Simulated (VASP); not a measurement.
**Single-point calculation of Ge (part 3 of 4)**

The same run, continued: Ge (Fd-3m, 36 atoms in the cell); Kohn-Sham DFT of a periodic cell, PBEsol, VASP PAW PBE potentials, recommended, no spin polarisation (VASP 6.6.1); cutoff 350 eV, 2×2×3 k-mesh, Gaussian smearing of 0.02 eV. The structure derives from an entry of the Crystallography Open Database. It belongs to a series of runs on one base structure; here: grid = ENCUT=350 dk=0.45 cell=3x3x2 ISMEAR=0 SIGMA=0.02 LREAL=Auto EDIFF=1e-06. The settings are looser than a standard set-up, so the numbers are not reference values.

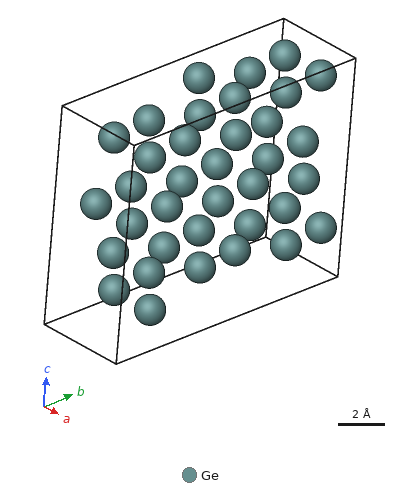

The structure as given in the input (spheres-only view of the reduced cell, seen slightly off an axis). An atom can appear more than once, as a periodic image.

Parts of OUTCAR, continued:
```
     44     -19.8580      2.00000
     45     -19.8327      2.00000
     46     -19.8327      2.00000
     47     -19.8324      2.00000
     48     -19.8173      2.00000
     49     -19.8173      2.00000
     50     -19.8167      2.00000
     51     -19.8167      2.00000
     52     -19.8167      2.00000
     53     -19.8167      2.00000
     54     -19.8167      2.00000
     55     -19.8097      2.00000
     56     -19.8097      2.00000
     57     -19.7983      2.00000
     58     -19.7983      2.00000
     59     -19.7983      2.00000
     60     -19.7981      2.00000
     61     -19.7981      2.00000
     62     -19.7981      2.00000
     63     -19.7981      2.00000
     64     -19.7911      2.00000
     65     -19.7911      2.00000
     66     -19.7762      2.00000
     67     -19.7762      2.00000
     68     -19.7714      2.00000
     69     -19.7714      2.00000
     70     -19.7714      2.00000
     71     -19.7713      2.00000
     72     -19.7713      2.00000
     73     -19.7674      2.00000
     74     -19.7593      2.00000
     75     -19.7593      2.00000
     76     -19.7498      2.00000
     77     -19.7487      2.00000
     78     -19.7487      2.00000
     79     -19.7459      2.00000
     80     -19.7459      2.00000
     81     -19.7459      2.00000
     82     -19.7459      2.00000
     83     -19.7459      2.00000
     84     -19.7397      2.00000
     85     -19.7397      2.00000
     86     -19.7397      2.00000
     87     -19.7397      2.00000
     88     -19.7397      2.00000
     89     -19.7365      2.00000
     90     -19.7365      2.00000
     91     -19.7303      2.00000
     92     -19.7303      2.00000
     93     -19.7284      2.00000
     94     -19.7284      2.00000
     95     -19.7262      2.00000
     96     -19.7262      2.00000
     97     -19.7262      2.00000
     98     -19.7262      2.00000
     99     -19.7262      2.00000
    100     -19.7100      2.00000
    101     -19.7064      2.00000
    102     -19.7064      2.00000
    103     -19.7064      2.00000
    104     -19.7064      2.00000
    105     -19.7064      2.00000
    106     -19.6994      2.00000
    107     -19.6994      2.00000
    108     -19.6994      2.00000
    109     -19.6946      2.00000
    110     -19.6946      2.00000
    111     -19.6909      2.00000
    112     -19.6808      2.00000
    113     -19.6808      2.00000
    114     -19.6679      2.00000
    115     -19.6679      2.00000
    116     -19.6644      2.00000
    117     -19.6644      2.00000
    118     -19.6633      2.00000
    119     -19.6633      2.00000
    120     -19.6626      2.00000
    121     -19.6626      2.00000
    122     -19.6626      2.00000
    123     -19.6626      2.00000
    124     -19.6626      2.00000
    125     -19.6572      2.00000
    126     -19.6572      2.00000
    127     -19.6540      2.00000
    128     -19.6540      2.00000
    129     -19.6539      2.00000
    130     -19.6539      2.00000
    131     -19.6468      2.00000
    132     -19.6454      2.00000
    133     -19.6454      2.00000
    134     -19.6454      2.00000
    135     -19.6397      2.00000
    136     -19.6397      2.00000
    137     -19.6382      2.00000
    138     -19.6382      2.00000
    139     -19.6277      2.00000
    140     -19.6214      2.00000
    141     -19.6214      2.00000
    142     -19.6214      2.00000
    143     -19.6101      2.00000
    144     -19.6101      2.00000
    145     -19.5948      2.00000
    146     -19.5948      2.00000
    147     -19.5901      2.00000
    148     -19.5901      2.00000
    149     -19.5901      2.00000
    150     -19.5844      2.00000
    151     -19.5844      2.00000
    152     -19.5844      2.00000
    153     -19.5844      2.00000
    154     -19.5805      2.00000
    155     -19.5805      2.00000
    156     -19.5805      2.00000
    157     -19.5805      2.00000
    158     -19.5767      2.00000
    159     -19.5767      2.00000
    160     -19.5766      2.00000
    161     -19.5724      2.00000
    162     -19.5724      2.00000
    163     -19.5704      2.00000
    164     -19.5697      2.00000
    165     -19.5697      2.00000
    166     -19.5670      2.00000
    167     -19.5670      2.00000
    168     -19.5670      2.00000
    169     -19.5670      2.00000
    170     -19.5670      2.00000
    171     -19.5642      2.00000
    172     -19.5642      2.00000
    173     -19.5601      2.00000
    174     -19.5546      2.00000
    175     -19.5546      2.00000
    176     -19.5523      2.00000
    177     -19.5523      2.00000
    178     -19.5523      2.00000
    179     -19.5523      2.00000
    180     -19.5523      2.00000
    181      -7.5903      2.00000
    182      -6.7161      2.00000
    183      -6.7161      2.00000
    184      -6.7161      2.00000
    185      -6.6544      2.00000
    186      -6.6544      2.00000
    187      -6.1431      2.00000
    188      -6.1431      2.00000
    189      -5.9892      2.00000
    190      -5.9892      2.00000
    191      -5.0693      2.00000
    192      -4.9342      2.00000
    193      -4.9342      2.00000
    194      -4.9342      2.00000
    195      -4.9341      2.00000
    196      -4.9341      2.00000
    197      -4.9290      2.00000
    198      -4.9290      2.00000
    199      -3.0119      2.00000
    200      -3.0119      2.00000
    201      -2.9805      2.00000
    202      -2.9805      2.00000
    203      -2.9805      2.00000
    204      -2.9805      2.00000
    205      -2.9805      2.00000
    206      -2.8351      2.00000
    207      -2.0140      2.00000
    208      -2.0140      2.00000
    209      -1.3387      2.00000
    210      -1.3387      2.00000
    211      -1.2414      2.00000
    212      -1.2414      2.00000
    213      -0.5630      2.00000
    214      -0.5630      2.00000
    215      -0.5630      2.00000
    216       0.3770      2.00000
    217       0.3770      2.00000
    218       0.3770      2.00000
    219       0.3770      2.00000
    220       0.3770      2.00000
    221       0.6880      2.00000
    222       0.6880      2.00000
    223       1.0996      2.00000
    224       1.5173      2.00000
    225       1.5173      2.00000
    226       1.6852      2.00000
    227       1.9674      2.00000
    228       1.9674      2.00000
    229       2.0936      2.00000
    230       2.2512      2.00000
    231       2.2512      2.00000
    232       2.2512      2.00000
    233       2.2512      2.00000
    234       2.5471      2.00000
    235       2.5471      2.00000
    236       2.5471      2.00000
    237       2.5471      2.00000
    238       2.5471      2.00000
    239       2.5604      2.00000
    240       2.5604      2.00000
    241       2.5604      2.00000
    242       2.9580      2.00000
    243       2.9580      2.00000
    244       2.9580      2.00000
    245       3.3831      2.00000
    246       3.3831      2.00000
    247       3.6988      2.00000
    248       3.6988      2.00000
    249       3.6988      2.00000
    250       3.6988      2.00000
    251       4.3451      2.00000
    252       4.3451      2.00000
    253       5.2213      0.00000
    254       5.2213      0.00000
    255       5.4482      0.00000
    256       5.4482      0.00000
    257       5.7849      0.00000
    258       5.8349      0.00000
    259       6.2347      0.00000
    260       6.2359      0.00000
    261       6.2417      0.00000
    262       6.3118      0.00000
    263       6.5388      0.00000
    264       6.6250      0.00000

 k-point     5 :       0.5000    0.0000    0.3333
  band No.  band energies     occupation
      1     -19.9209      2.00000
      2     -19.9209      2.00000
      3     -19.9209      2.00000
      4     -19.9162      2.00000
      5     -19.9162      2.00000
      6     -19.9149      2.00000
      7     -19.9149      2.00000
      8     -19.9124      2.00000
      9     -19.9124      2.00000
     10     -19.9107      2.00000
     11     -19.9107      2.00000
     12     -19.9107      2.00000
     13     -19.9105      2.00000
     14     -19.9105      2.00000
     15     -19.9105      2.00000
     16     -19.9090      2.00000
     17     -19.9090      2.00000
     18     -19.9077      2.00000
     19     -19.9077      2.00000
     20     -19.9077      2.00000
     21     -19.9037      2.00000
     22     -19.9037      2.00000
     23     -19.9027      2.00000
     24     -19.9027      2.00000
     25     -19.9012      2.00000
     26     -19.9012      2.00000
     27     -19.8992      2.00000
     28     -19.8992      2.00000
     29     -19.8971      2.00000
     30     -19.8971      2.00000
     31     -19.8924      2.00000
     32     -19.8924      2.00000
     33     -19.8911      2.00000
     34     -19.8911      2.00000
     35     -19.8807      2.00000
     36     -19.8807      2.00000
     37     -19.8804      2.00000
     38     -19.8606      2.00000
     39     -19.8606      2.00000
     40     -19.8548      2.00000
     41     -19.8548      2.00000
     42     -19.8368      2.00000
     43     -19.8368      2.00000
     44     -19.8327      2.00000
     45     -19.8327      2.00000
     46     -19.8324      2.00000
     47     -19.8324      2.00000
     48     -19.8319      2.00000
     49     -19.8319      2.00000
     50     -19.8319      2.00000
     51     -19.8189      2.00000
     52     -19.8097      2.00000
     53     -19.8097      2.00000
     54     -19.8097      2.00000
     55     -19.8080      2.00000
     56     -19.8080      2.00000
     57     -19.7983      2.00000
     58     -19.7983      2.00000
     59     -19.7971      2.00000
     60     -19.7911      2.00000
     61     -19.7911      2.00000
     62     -19.7900      2.00000
     63     -19.7900      2.00000
     64     -19.7894      2.00000
     65     -19.7894      2.00000
     66     -19.7791      2.00000
     67     -19.7791      2.00000
     68     -19.7775      2.00000
     69     -19.7775      2.00000
     70     -19.7775      2.00000
     71     -19.7714      2.00000
     72     -19.7714      2.00000
     73     -19.7713      2.00000
     74     -19.7713      2.00000
     75     -19.7708      2.00000
     76     -19.7707      2.00000
     77     -19.7674      2.00000
     78     -19.7674      2.00000
     79     -19.7593      2.00000
     80     -19.7593      2.00000
     81     -19.7593      2.00000
     82     -19.7498      2.00000
     83     -19.7498      2.00000
     84     -19.7430      2.00000
     85     -19.7430      2.00000
     86     -19.7430      2.00000
     87     -19.7365      2.00000
     88     -19.7365      2.00000
     89     -19.7365      2.00000
     90     -19.7284      2.00000
     91     -19.7284      2.00000
     92     -19.7284      2.00000
     93     -19.7267      2.00000
     94     -19.7267      2.00000
     95     -19.7267      2.00000
     96     -19.7228      2.00000
     97     -19.7228      2.00000
     98     -19.7100      2.00000
     99     -19.7100      2.00000
    100     -19.6994      2.00000
    101     -19.6994      2.00000
    102     -19.6946      2.00000
    103     -19.6946      2.00000
    104     -19.6946      2.00000
    105     -19.6941      2.00000
    106     -19.6941      2.00000
    107     -19.6909      2.00000
    108     -19.6909      2.00000
    109     -19.6863      2.00000
    110     -19.6863      2.00000
    111     -19.6808      2.00000
    112     -19.6808      2.00000
    113     -19.6738      2.00000
    114     -19.6679      2.00000
    115     -19.6679      2.00000
    116     -19.6679      2.00000
    117     -19.6677      2.00000
    118     -19.6677      2.00000
    119     -19.6677      2.00000
    120     -19.6677      2.00000
    121     -19.6677      2.00000
    122     -19.6675      2.00000
    123     -19.6675      2.00000
    124     -19.6644      2.00000
    125     -19.6644      2.00000
    126     -19.6572      2.00000
    127     -19.6572      2.00000
    128     -19.6533      2.00000
    129     -19.6533      2.00000
    130     -19.6497      2.00000
    131     -19.6497      2.00000
    132     -19.6497      2.00000
    133     -19.6481      2.00000
    134     -19.6481      2.00000
    135     -19.6468      2.00000
    136     -19.6467      2.00000
    137     -19.6454      2.00000
    138     -19.6454      2.00000
    139     -19.6246      2.00000
    140     -19.6246      2.00000
    141     -19.6234      2.00000
    142     -19.6214      2.00000
    143     -19.6214      2.00000
    144     -19.6078      2.00000
    145     -19.6078      2.00000
    146     -19.5923      2.00000
    147     -19.5923      2.00000
    148     -19.5923      2.00000
    149     -19.5901      2.00000
    150     -19.5901      2.00000
    151     -19.5783      2.00000
    152     -19.5782      2.00000
    153     -19.5773      2.00000
    154     -19.5773      2.00000
    155     -19.5767      2.00000
    156     -19.5766      2.00000
    157     -19.5724      2.00000
    158     -19.5724      2.00000
    159     -19.5704      2.00000
    160     -19.5704      2.00000
    161     -19.5697      2.00000
    162     -19.5697      2.00000
    163     -19.5679      2.00000
    164     -19.5679      2.00000
    165     -19.5679      2.00000
    166     -19.5667      2.00000
    167     -19.5667      2.00000
    168     -19.5667      2.00000
    169     -19.5644      2.00000
    170     -19.5644      2.00000
    171     -19.5642      2.00000
    172     -19.5642      2.00000
    173     -19.5642      2.00000
    174     -19.5601      2.00000
    175     -19.5601      2.00000
    176     -19.5579      2.00000
    177     -19.5579      2.00000
    178     -19.5546      2.00000
    179     -19.5546      2.00000
    180     -19.5546      2.00000
    181      -7.4746      2.00000
    182      -7.0426      2.00000
    183      -7.0426      2.00000
    184      -6.7161      2.00000
    185      -6.7161      2.00000
    186      -5.9892      2.00000
    187      -5.9892      2.00000
    188      -5.8010      2.00000
    189      -5.8010      2.00000
    190      -5.8010      2.00000
    191      -5.6543      2.00000
    192      -5.6543      2.00000
    193      -5.0693      2.00000
    194      -5.0693      2.00000
    195      -4.9290      2.00000
    196      -4.9290      2.00000
    197      -4.9290      2.00000
    198      -3.9576      2.00000
    199      -3.9576      2.00000
    200      -3.0119      2.00000
    201      -3.0119      2.00000
    202      -3.0119      2.00000
    203      -2.8351      2.00000
    204      -2.8351      2.00000
    205      -2.5537      2.00000
    206      -2.5537      2.00000
    207      -2.0141      2.00000
    208      -2.0140      2.00000
    209      -1.9066      2.00000
    210      -1.9066      2.00000
    211      -1.9066      2.00000
    212      -0.5630      2.00000
    213      -0.5630      2.00000
    214       0.1429      2.00000
    215       0.1429      2.00000
    216       0.6880      2.00000
    217       0.6880      2.00000
    218       0.6880      2.00000
    219       1.0996      2.00000
    220       1.0996      2.00000
    221       1.1068      2.00000
    222       1.1068      2.00000
    223       1.1434      2.00000
    224       1.1434      2.00000
    225       1.1434      2.00000
    226       1.5173      2.00000
    227       1.5173      2.00000
    228       1.6832      2.00000
    229       1.7242      2.00000
    230       1.7242      2.00000
    231       1.9674      2.00000
    232       1.9674      2.00000
    233       1.9674      2.00000
    234       2.0936      2.00000
    235       2.0936      2.00000
    236       2.2974      2.00000
    237       2.2974      2.00000
    238       2.4075      2.00000
    239       2.4075      2.00000
    240       2.4075      2.00000
    241       2.5604      2.00000
    242       2.5604      2.00000
    243       2.8924      2.00000
    244       2.8924      2.00000
    245       2.9580      2.00000
    246       2.9580      2.00000
    247       3.3831      2.00000
    248       3.3831      2.00000
    249       3.5718      2.00000
    250       3.5718      2.00000
    251       4.1740      2.00000
    252       4.1740      2.00000
    253       5.8349      0.00000
    254       5.8349      0.00000
    255       6.3869      0.00000
    256       6.4309      0.00000
    257       6.4320      0.00000
    258       6.5752      0.00000
    259       6.5769      0.00000
    260       6.5813      0.00000
    261       6.5829      0.00000
    262       6.7729      0.00000
    263       7.4944      0.00000
    264       7.5019      0.00000

 k-point     6 :       0.5000    0.5000    0.3333
  band No.  band energies     occupation
      1     -19.9209      2.00000
      2     -19.9209      2.00000
      3     -19.9162      2.00000
      4     -19.9162      2.00000
      5     -19.9162      2.00000
      6     -19.9162      2.00000
      7     -19.9149      2.00000
      8     -19.9125      2.00000
      9     -19.9124      2.00000
     10     -19.9107      2.00000
     11     -19.9107      2.00000
     12     -19.9107      2.00000
     13     -19.9107      2.00000
     14     -19.9105      2.00000
     15     -19.9105      2.00000
     16     -19.9090      2.00000
     17     -19.9090      2.00000
     18     -19.9077      2.00000
     19     -19.9077      2.00000
     20     -19.9077      2.00000
     21     -19.9077      2.00000
     22     -19.9037      2.00000
     23     -19.9027      2.00000
     24     -19.9027      2.00000
     25     -19.9012      2.00000
     26     -19.9012      2.00000
     27     -19.9012      2.00000
     28     -19.8992      2.00000
     29     -19.8992      2.00000
     30     -19.8971      2.00000
     31     -19.8924      2.00000
     32     -19.8911      2.00000
     33     -19.8911      2.00000
     34     -19.8911      2.00000
     35     -19.8832      2.00000
     36     -19.8832      2.00000
     37     -19.8669      2.00000
     38     -19.8606      2.00000
     39     -19.8606      2.00000
     40     -19.8606      2.00000
     41     -19.8548      2.00000
     42     -19.8368      2.00000
     43     -19.8368      2.00000
     44     -19.8327      2.00000
     45     -19.8327      2.00000
     46     -19.8324      2.00000
     47     -19.8319      2.00000
     48     -19.8319      2.00000
     49     -19.8319      2.00000
     50     -19.8319      2.00000
     51     -19.8173      2.00000
     52     -19.8173      2.00000
     53     -19.8097      2.00000
     54     -19.8097      2.00000
     55     -19.8080      2.00000
     56     -19.7983      2.00000
     57     -19.7983      2.00000
     58     -19.7982      2.00000
     59     -19.7911      2.00000
     60     -19.7911      2.00000
     61     -19.7900      2.00000
     62     -19.7894      2.00000
     63     -19.7894      2.00000
     64     -19.7894      2.00000
     65     -19.7894      2.00000
     66     -19.7791      2.00000
     67     -19.7791      2.00000
     68     -19.7775      2.00000
     69     -19.7775      2.00000
     70     -19.7775      2.00000
     71     -19.7775      2.00000
     72     -19.7714      2.00000
     73     -19.7714      2.00000
     74     -19.7714      2.00000
     75     -19.7713      2.00000
     76     -19.7713      2.00000
     77     -19.7708      2.00000
     78     -19.7707      2.00000
     79     -19.7674      2.00000
     80     -19.7593      2.00000
     81     -19.7593      2.00000
     82     -19.7498      2.00000
     83     -19.7430      2.00000
     84     -19.7430      2.00000
     85     -19.7430      2.00000
     86     -19.7430      2.00000
     87     -19.7365      2.00000
     88     -19.7365      2.00000
     89     -19.7284      2.00000
```
